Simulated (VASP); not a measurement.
**Coverage series on TaN(001)**

How do binding energy and the level below the vacuum change as the layer fills? Model: TaN(001), 2 x 2, four layers.

Program: VASP 6.6.1. Level of theory: PBEsol; plane waves and PAW (Ta_pv, N), in the first sound run; inputs show where later runs differ. Results are calculated unless marked as measured.

## (1) The starting structure

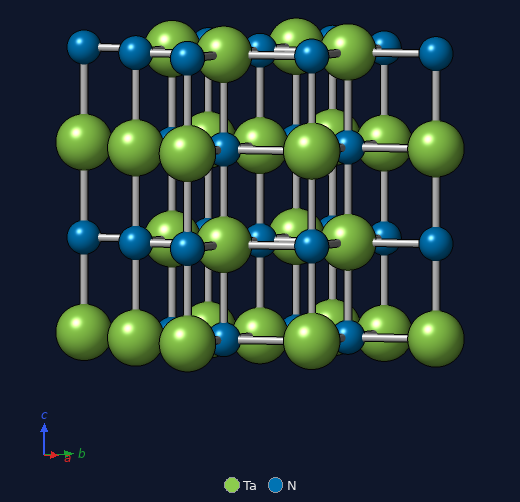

The starting structure, seen from the side, with the c axis up (tantalum green, nitrogen blue). Some periodic images of atoms are drawn too.

The cell holds 32 atoms: 16 Ta and 16 N. Cell: a = 6.194 Å, b = 6.194 Å, c = 22.570 Å, α = 90.0°, β = 90.0°, γ = 90.0°. It derives from TaN. Vacuum lies along c.

## (2) Relax the state, PBEsol

State “clean”: the free atoms relax, with the lowest layers held.

Level: PBEsol; plane waves and PAW (Ta_pv, N).

Contents of INCAR:

```
SYSTEM = TaN
PREC = Normal
ENCUT = 400
EDIFF = 1E-05
NELM = 120
ISMEAR = 1
SIGMA = 0.1
LREAL = Auto
ALGO = Fast
GGA = PS
NBANDS = 152
LASPH = .TRUE.
LORBIT = 11
LWAVE = .FALSE.
LCHARG = .FALSE.
KPAR = 4
NCORE = 2
IBRION = 2
NSW = 80
ISIF = 2
EDIFFG = -0.04
POTIM = 0.4
MAXMIX = 40
IDIPOL = 3
LDIPOL = .TRUE.
DIPOL = 0.5 0.5 0.5
ISYM = 2
```

Contents of POSCAR:

```
TaN
1.0
    6.1942554030      0.0000000000      0.0000000000
    0.0000000000      6.1942554030      0.0000000000
    0.0000000000      0.0000000000     22.5700000000
Ta N
16 16
Selective dynamics
Direct
    0.0000000000      0.0000000000      0.3544528130  F F F
    0.0000000000      0.5000000000      0.3544528130  F F F
    0.5000000000      0.0000000000      0.3544528130  F F F
    0.5000000000      0.5000000000      0.3544528130  F F F
    0.2500000000      0.2500000000      0.4514842710  F F F
    0.2500000000      0.7500000000      0.4514842710  F F F
    0.7500000000      0.2500000000      0.4514842710  F F F
    0.7500000000      0.7500000000      0.4514842710  F F F
    0.0000000000      0.0000000000      0.5485157290  T T T
    0.0000000000      0.5000000000      0.5485157290  T T T
    0.5000000000      0.0000000000      0.5485157290  T T T
    0.5000000000      0.5000000000      0.5485157290  T T T
    0.2500000000      0.2500000000      0.6455471870  T T T
    0.2500000000      0.7500000000      0.6455471870  T T T
    0.7500000000      0.2500000000      0.6455471870  T T T
    0.7500000000      0.7500000000      0.6455471870  T T T
    0.2500000000      0.2500000000      0.3544528130  F F F
    0.2500000000      0.7500000000      0.3544528130  F F F
    0.7500000000      0.2500000000      0.3544528130  F F F
    0.7500000000      0.7500000000      0.3544528130  F F F
    0.0000000000      0.0000000000      0.4514842710  F F F
    0.0000000000      0.5000000000      0.4514842710  F F F
    0.5000000000      0.0000000000      0.4514842710  F F F
    0.5000000000      0.5000000000      0.4514842710  F F F
    0.2500000000      0.2500000000      0.5485157290  T T T
    0.2500000000      0.7500000000      0.5485157290  T T T
    0.7500000000      0.2500000000      0.5485157290  T T T
    0.7500000000      0.7500000000      0.5485157290  T T T
    0.0000000000      0.0000000000      0.6455471870  T T T
    0.0000000000      0.5000000000      0.6455471870  T T T
    0.5000000000      0.0000000000      0.6455471870  T T T
    0.5000000000      0.5000000000      0.6455471870  T T T
```

Contents of KPOINTS:

```
Automatic mesh
0
Gamma
4 4 1
0 0 0
```

PAW data sets: Ta_pv and N (PBE family, release 64).

The run is started by

```sh
$ mpirun -np 8 vasp_std
```

The log of the run:

```text
[banner, memory and clock lines left out]
running    8 mpi-ranks, on    1 nodes
[...]
|                                                                             |
|               ----> ADVICE to this user running VASP <----                  |
|                                                                             |
|     You enforced a specific xc type in the INCAR file but a different       |
|     [... a line on the potential file left out ...]
|     I HOPE YOU KNOW WHAT YOU ARE DOING!                                     |
|                                                                             |

 LDA part: xc-table for (Slater+PW92), standard interpolation
 POSCAR, INCAR and KPOINTS ok, starting setup
[...]
entering main loop
       N       E                     dE             d eps       ncg     rms          rms(c)
DAV:   1     0.225750683204E+04    0.22575E+04   -0.12569E+05  2184   0.127E+03
DAV:   2    -0.208686301727E+03   -0.24662E+04   -0.24154E+04  2160   0.392E+02
[...]
1 F= -.36274853E+03 E0= -.36274219E+03  d E =-.362749E+03
[... from here on, the cycles between the ionic steps are left out ...]
   2 F= -.36364853E+03 E0= -.36363907E+03  d E =-.900002E+00
   3 F= -.36375143E+03 E0= -.36374053E+03  d E =-.100291E+01
   4 F= -.36393104E+03 E0= -.36392080E+03  d E =-.179609E+00
   5 F= -.36401335E+03 E0= -.36400623E+03  d E =-.261917E+00
   6 F= -.36401381E+03 E0= -.36400699E+03  d E =-.262378E+00
   7 F= -.36403126E+03 E0= -.36402251E+03  d E =-.174485E-01
   8 F= -.36404490E+03 E0= -.36403449E+03  d E =-.310891E-01
   9 F= -.36404996E+03 E0= -.36403980E+03  d E =-.361518E-01
  10 F= -.36405126E+03 E0= -.36404034E+03  d E =-.374443E-01
  11 F= -.36406560E+03 E0= -.36405381E+03  d E =-.143404E-01
  12 F= -.36407140E+03 E0= -.36405967E+03  d E =-.201423E-01
  13 F= -.36407415E+03 E0= -.36406415E+03  d E =-.228988E-01
  14 F= -.36408132E+03 E0= -.36407242E+03  d E =-.716848E-02
  15 F= -.36409368E+03 E0= -.36408841E+03  d E =-.195244E-01
  16 F= -.36409443E+03 E0= -.36409019E+03  d E =-.202781E-01
  17 F= -.36409654E+03 E0= -.36409139E+03  d E =-.210541E-02
 trial-energy change:   -0.002105  1 .order   -0.002253   -0.003587   -0.000920
 step:   1.1141(harm=  1.1141)  dis= 0.00091  next Energy=  -364.096845 (dE=-0.241E-02)
 reached required accuracy - stopping structural energy minimisation
```

Run time: 17 min. Hardware: 8 MPI ranks of Intel Xeon Platinum 8259CL at 2.50GHz (Skylake/Cascade Lake), shared host; peak memory 3.2 GiB.

The logs omit lines about the potential files and the build; timing stands in the text.

OUTCAR, selected parts (step 2):

```text
  Total      -50.5985211    -50.5985211    -14.1700410      0.0000000      0.0000000      0.0000000
  in kB      -93.6135317    -93.6135317    -26.2163311      0.0000000      0.0000000      0.0000000
  external PRESSURE =     -71.1477982 kB  Pullay stress =       0.0000000 kB

 POSITION                                       TOTAL-FORCE (eV/Angst)
 -----------------------------------------------------------------------------------
      0.00000      0.00000      8.00000         0.000000     -0.000000      1.961438
      0.00000      3.09713      8.00000        -0.000000      0.000000      1.961438
      3.09713      0.00000      8.00000         0.000000     -0.000000      1.961438
      3.09713      3.09713      8.00000         0.000000      0.000000      1.961438
      1.54856      1.54856     10.19000        -0.000000      0.000000     -1.029454
      1.54856      4.64569     10.19000         0.000000     -0.000000     -1.029454
      4.64569      1.54856     10.19000         0.000000      0.000000     -1.029454
      4.64569      4.64569     10.19000         0.000000     -0.000000     -1.029454
      0.00000      0.00000     12.53893         0.000000      0.000000     -0.006221
      0.00000      3.09713     12.53893         0.000000      0.000000     -0.006221
      3.09713      6.19426     12.53893         0.000000     -0.000000     -0.006221
      3.09713      3.09713     12.53893         0.000000      0.000000     -0.006221
      1.54856      1.54856     14.53150         0.000000      0.000000     -0.030921
      1.54856      4.64569     14.53150        -0.000000     -0.000000     -0.030921
[...]
-----------------------------------------------------------------------------------
    total drift:                                0.000000      0.000000      0.061047

  FREE ENERGIE OF THE ION-ELECTRON SYSTEM (eV)
  ---------------------------------------------------
  free  energy   TOTEN  =      -364.0965383814 eV

  energy  without entropy=     -364.0810830158  energy(sigma->0) =     -364.09138659

 reached required accuracy - stopping structural energy minimisation

[... 3 further parts left out ...]
[key lines of the parts left out:]
E-fermi :   1.5062
```

This run gave:

```
energy(sigma→0) of the program : -364.0914 eV
ionic steps                    : 17
```

## (3) Potential of the state, PBEsol

State “clean”: a tighter run that also writes the potential.

Level: PBEsol; plane waves and PAW (Ta_pv, N).

Contents of INCAR:

```
SYSTEM = TaN
PREC = Normal
ENCUT = 400
EDIFF = 1E-06
NELM = 120
ISMEAR = 1
SIGMA = 0.1
LREAL = Auto
ALGO = Fast
GGA = PS
NBANDS = 152
LASPH = .TRUE.
LORBIT = 11
LWAVE = .FALSE.
LCHARG = .TRUE.
KPAR = 4
NCORE = 2
IDIPOL = 3
LDIPOL = .TRUE.
DIPOL = 0.5 0.5 0.502
LVHAR = .TRUE.
LVACPOTAV = .TRUE.
NEDOS = 1500
```

Contents of POSCAR:

```
TaN
1.0
    6.1942554030      0.0000000000      0.0000000000
    0.0000000000      6.1942554030      0.0000000000
    0.0000000000      0.0000000000     22.5700000000
Ta N
16 16
Selective dynamics
Direct
    0.0000000000      0.0000000000      0.3544528130  F F F
    0.0000000000      0.5000000000      0.3544528130  F F F
    0.5000000000      0.0000000000      0.3544528130  F F F
    0.5000000000      0.5000000000      0.3544528130  F F F
    0.2500000000      0.2500000000      0.4514842710  F F F
    0.2500000000      0.7500000000      0.4514842710  F F F
    0.7500000000      0.2500000000      0.4514842710  F F F
    0.7500000000      0.7500000000      0.4514842710  F F F
    0.0000000000      0.0000000000      0.5555572687  T T T
    0.0000000000      0.5000000000      0.5555572687  T T T
    0.5000000000      0.0000000000      0.5555572687  T T T
    0.5000000000      0.5000000000      0.5555572687  T T T
    0.2500000000      0.2500000000      0.6438412174  T T T
    0.2500000000      0.7500000000      0.6438412174  T T T
    0.7500000000      0.2500000000      0.6438412174  T T T
    0.7500000000      0.7500000000      0.6438412174  T T T
    0.2500000000      0.2500000000      0.3544528130  F F F
    0.2500000000      0.7500000000      0.3544528130  F F F
    0.7500000000      0.2500000000      0.3544528130  F F F
    0.7500000000      0.7500000000      0.3544528130  F F F
    0.0000000000      0.0000000000      0.4514842710  F F F
    0.0000000000      0.5000000000      0.4514842710  F F F
    0.5000000000      0.0000000000      0.4514842710  F F F
    0.5000000000      0.5000000000      0.4514842710  F F F
    0.2500000000      0.2500000000      0.5504833585  T T T
    0.2500000000      0.7500000000      0.5504833585  T T T
    0.7500000000      0.2500000000      0.5504833585  T T T
    0.7500000000      0.7500000000      0.5504833585  T T T
    0.0000000000      0.0000000000      0.6572996732  T T T
    0.0000000000      0.5000000000      0.6572996732  T T T
    0.5000000000      0.0000000000      0.6572996732  T T T
    0.5000000000      0.5000000000      0.6572996732  T T T
```

KPOINTS is that of step 2.

The run is started by

```sh
$ mpirun -np 8 vasp_std
```

The log of the run:

```text
[banner, memory and clock lines left out]
running    8 mpi-ranks, on    1 nodes
[...]
[... a notice as in an earlier step ...]

 LDA part: xc-table for (Slater+PW92), standard interpolation
 POSCAR, INCAR and KPOINTS ok, starting setup
[...]
entering main loop
       N       E                     dE             d eps       ncg     rms          rms(c)
DAV:   1     0.223973648296E+04    0.22397E+04   -0.12575E+05  2192   0.127E+03
DAV:   2    -0.212301434564E+03   -0.24520E+04   -0.24007E+04  2152   0.391E+02
DAV:   3    -0.403195770661E+03   -0.19089E+03   -0.18694E+03  2264   0.102E+02
DAV:   4    -0.412635783837E+03   -0.94400E+01   -0.92597E+01  2336   0.207E+01
[...]
RMM:  29    -0.364096553285E+03   -0.67536E-05   -0.10037E-05  1028   0.115E-03    0.677E-04
RMM:  30    -0.364096555680E+03   -0.23953E-05   -0.51507E-06   937   0.100E-03    0.359E-04
RMM:  31    -0.364096556587E+03   -0.90674E-06   -0.33234E-06   847   0.837E-04
|                                                                             |
|           W    W    AA    RRRRR   N    N  II  N    N   GGGG   !!!           |
|           W    W   A  A   R    R  NN   N  II  NN   N  G    G  !!!           |
|           W    W  A    A  R    R  N N  N  II  N N  N  G       !!!           |
|           W WW W  AAAAAA  RRRRR   N  N N  II  N  N N  G  GGG   !            |
|           WW  WW  A    A  R   R   N   NN  II  N   NN  G    G                |
|           W    W  A    A  R    R  N    N  II  N    N   GGGG   !!!           |
|                                                                             |
|     Did not find any points to average over, which means that no vacuum     |
|     field-free region was found. Please increase the size of  your cell     |
|     in the dimension of the dipole correction to obtain accurate            |
|     workfunction values.                                                    |
|                                                                             |

   1 F= -.36409656E+03 E0= -.36409142E+03  d E =-.154194E-01
```

It took 3 min on 8 MPI ranks; peak memory 2.9 GiB.

From OUTCAR (step 3):

```text
  LATTYP: Found a simple tetragonal cell.
 ALAT       =     6.1942554030
 C/A-ratio  =     3.6436986420

 Subroutine GETGRP returns: Found  8 space group operations
 (whereof  8 operations were pure point group operations)

The static configuration has the point symmetry C_4v.

 Found      6 irreducible k-points:

   dimension x,y,z NGX =    30 NGY =   30 NGZ =  112
   dimension x,y,z NGXF=    60 NGYF=   60 NGZF=  224

   ENCUT  =  400.0 eV  29.40 Ry    5.42 a.u.  10.10 10.10 36.81*2*pi/ulx,y,z

   NELECT =     256.0000    total number of electrons

 dipolmoment           0.000000      0.000000     -0.122543 electrons x Angstroem

 E-fermi :   1.5051

 k-point     1 :       0.0000    0.0000    0.0000
  band No.  band energies     occupation
    ...
    119      -0.5205      2.00000
    120      -0.5205      2.00000
    121       0.2057      2.00000
    122       0.2057      2.00000
    123       0.8073      2.00000
    124       1.5616      0.19258
    125       1.5616      0.19258
    126       1.7259     -0.00770
    127       1.7259     -0.00770
    128       1.8044     -0.00019
    ...

 k-point     2 :       0.2500    0.0000    0.0000
  band No.  band energies     occupation
    ...
    123       0.3852      2.00000
    124       0.5735      2.00000
    125       0.8327      2.00000
    126       0.9506      2.00000
    127       1.4946      1.17684
    128       1.5549      0.26199
    129       1.7217     -0.00900
    130       1.7583     -0.00200
    131       1.7822     -0.00063
    132       1.7943     -0.00034
    ...

  Total      -50.5705777    -50.5705777    -14.1529363      0.0000000      0.0000000      0.0000000
  in kB      -93.5618330    -93.5618330    -26.1846852      0.0000000      0.0000000      0.0000000
  external PRESSURE =     -71.1027837 kB  Pullay stress =       0.0000000 kB

 POSITION                                       TOTAL-FORCE (eV/Angst)
 -----------------------------------------------------------------------------------
      0.00000      0.00000      8.00000         0.000000      0.000000      1.961879
      0.00000      3.09713      8.00000         0.000000     -0.000000      1.961879
      3.09713      0.00000      8.00000         0.000000     -0.000000      1.961879
      3.09713      3.09713      8.00000         0.000000     -0.000000      1.961879
      1.54856      1.54856     10.19000         0.000000     -0.000000     -1.029830
      1.54856      4.64569     10.19000         0.000000      0.000000     -1.029830
      4.64569      1.54856     10.19000        -0.000000     -0.000000     -1.029830
      4.64569      4.64569     10.19000         0.000000      0.000000     -1.029830
      0.00000      0.00000     12.53893         0.000000      0.000000     -0.006397
      0.00000      3.09713     12.53893        -0.000000     -0.000000     -0.006397
      3.09713      0.00000     12.53893         0.000000      0.000000     -0.006397
      3.09713      3.09713     12.53893         0.000000     -0.000000     -0.006397
      1.54856      1.54856     14.53150         0.000000     -0.000000     -0.031824
      1.54856      4.64569     14.53150         0.000000      0.000000     -0.031824
      4.64569      1.54856     14.53150        -0.000000     -0.000000     -0.031824
      4.64569      4.64569     14.53150        -0.000000      0.000000     -0.031824
      1.54856      1.54856      8.00000        -0.000000     -0.000000     -1.216823
      1.54856      4.64569      8.00000        -0.000000      0.000000     -1.216823
      4.64569      1.54856      8.00000        -0.000000      0.000000     -1.216823
      4.64569      4.64569      8.00000        -0.000000     -0.000000     -1.216823
      0.00000      0.00000     10.19000         0.000000      0.000000      0.272384
      0.00000      3.09713     10.19000         0.000000      0.000000      0.272384
      3.09713      0.00000     10.19000        -0.000000     -0.000000      0.272384
      3.09713      3.09713     10.19000        -0.000000      0.000000      0.272384
      1.54856      1.54856     12.42441        -0.000000      0.000000      0.029540
      1.54856      4.64569     12.42441        -0.000000      0.000000      0.029540
      4.64569      1.54856     12.42441        -0.000000      0.000000      0.029540
      4.64569      4.64569     12.42441        -0.000000     -0.000000      0.029540
      0.00000      0.00000     14.83525         0.000000     -0.000000      0.021071
      0.00000      3.09713     14.83525         0.000000      0.000000      0.021071
      3.09713      0.00000     14.83525        -0.000000     -0.000000      0.021071
      3.09713      3.09713     14.83525         0.000000      0.000000      0.021071
 -----------------------------------------------------------------------------------
    total drift:                                0.000000      0.000000      0.061817

  FREE ENERGIE OF THE ION-ELECTRON SYSTEM (eV)
  ---------------------------------------------------
  free  energy   TOTEN  =      -364.0965565870 eV

  energy  without entropy=     -364.0811371986  energy(sigma->0) =     -364.09141679

 vacuum level on the upper side and lower side of the slab         4.812         5.381

 total charge
# of ion       s       p       d       tot
------------------------------------------
    1        0.281   6.186   2.363   8.830
    2        0.281   6.186   2.363   8.830
    3        0.281   6.186   2.363   8.830
    4        0.281   6.186   2.363   8.830
    5        0.275   6.225   2.452   8.952
    6        0.275   6.225   2.452   8.952
    7        0.275   6.225   2.452   8.952
    8        0.275   6.225   2.452   8.952
    9        0.268   6.211   2.502   8.980
   10        0.268   6.211   2.502   8.980
   11        0.268   6.211   2.502   8.980
   12        0.268   6.211   2.502   8.980
   13        0.281   6.203   2.419   8.903
   14        0.281   6.203   2.419   8.903
   15        0.281   6.203   2.419   8.903
   16        0.281   6.203   2.419   8.903
   17        1.245   2.412   0.000   3.657
   18        1.245   2.412   0.000   3.657
   19        1.245   2.412   0.000   3.657
   20        1.245   2.412   0.000   3.657
   21        1.237   2.450   0.000   3.688
   22        1.237   2.450   0.000   3.688
   23        1.237   2.450   0.000   3.688
   24        1.237   2.450   0.000   3.688
   25        1.239   2.475   0.000   3.714
   26        1.239   2.475   0.000   3.714
   27        1.239   2.475   0.000   3.714
   28        1.239   2.475   0.000   3.714
   29        1.246   2.372   0.000   3.618
   30        1.246   2.372   0.000   3.618
   31        1.246   2.372   0.000   3.618
   32        1.246   2.372   0.000   3.618
--------------------------------------------------
tot         24.291 138.132  38.942 201.366

[... 2 parts as in an earlier step ...]

[... 7 further parts left out ...]
```

Numbers from this step:

- energy(sigma→0) of the program: -364.0914 eV
- work function, upper and lower side: 3.31, 3.88 eV

VASP warns that it found no field-free region by its own threshold; the planar potential, read 60 % of the way from the top atom to the cell's edge, stands at 3.32 eV above the Fermi level.

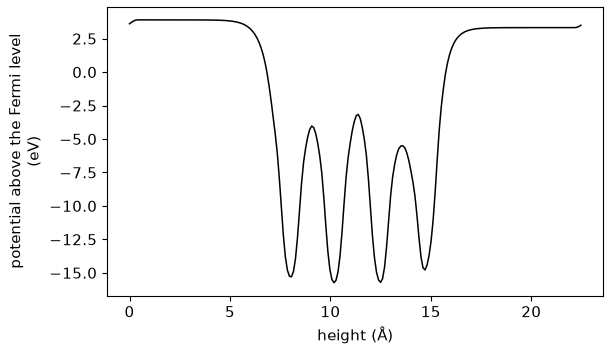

Planar average of the electrostatic potential. The step near the cell's edge is that of the dipole correction.

(Part 1 of 3 ends here.)

[Lines on the potential files, build, host, timing and source positions are cut from VASP's logs without a mark.]

[Logs are printed without paths, hosts, clocks, repeated set-up lines and the standing remarks that a program may print on its own settings, such as how far it seeks lower states.]

[Hosts, paths, dates, database ids (printed as entryN), source tags and the programs' standing remarks are cut or masked in the printed files.]
